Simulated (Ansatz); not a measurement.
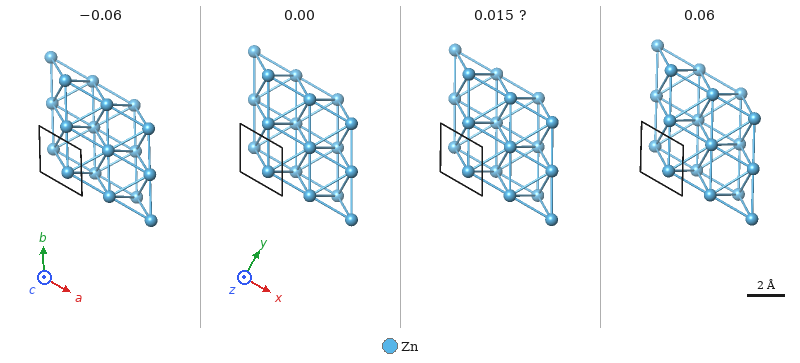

Energy scan for solid Zn (P6_3/mmc), in which the cell is strained along y alone, with the atoms kept at their fractional coordinates. x, y and z are the Cartesian axes of the input. The picture is a ball-and-stick view of the cell of the calculation, repeated 3 × 3 × 1 with one cell outlined, seen along the c axis.

Method: DFT PBE, scalar-relativistic, plane waves, PAW in Ansatz. (plane-wave cutoff 420 eV; k-point mesh 24 × 24 × 10; occupations gaussian; smearing width 0.15 eV; no spin polarisation). Energies (free energies at the smearing named) are counted from the cell as listed in its source, which wasn't relaxed.

| strain | E − E(ref) (meV/atom) |
| --- | --- |
| −0.0600 | 29.3 |
| −0.0450 | 14.6 |
| −0.0300 | 5.1 |
| −0.0150 | 0.4 |
| 0.0000 | 0.0 |
| 0.0150 | ? |
| 0.0300 | 8.2 |
| 0.0450 | 14.6 |
| 0.0525 | 18.2 |
| 0.0600 | 21.9 |

One row is withheld. What is its energy?

Answer. A straight line between the two neighbours gives 4.1 meV/atom. A cubic through the four nearest rows (−0.0150, 0.0000, 0.0300, 0.0450) gives, with Lagrange weights, (−0.1667)(0.4) + (0.6667)(0.0) + (0.6667)(8.2) + (−0.1667)(14.6) = 3.0 meV/atom. The calculation gives 3.1 meV/atom, so the cubic is 0.1 meV/atom too low and the straight line 1.0 meV/atom too high, as the curve bends upwards here.

The whole profile:

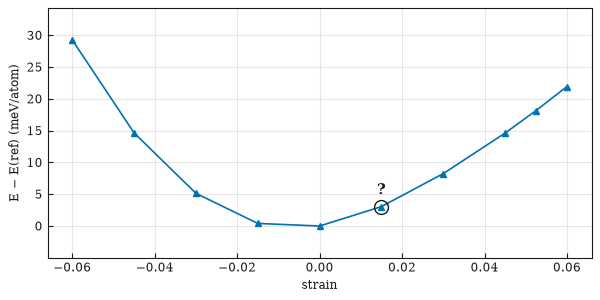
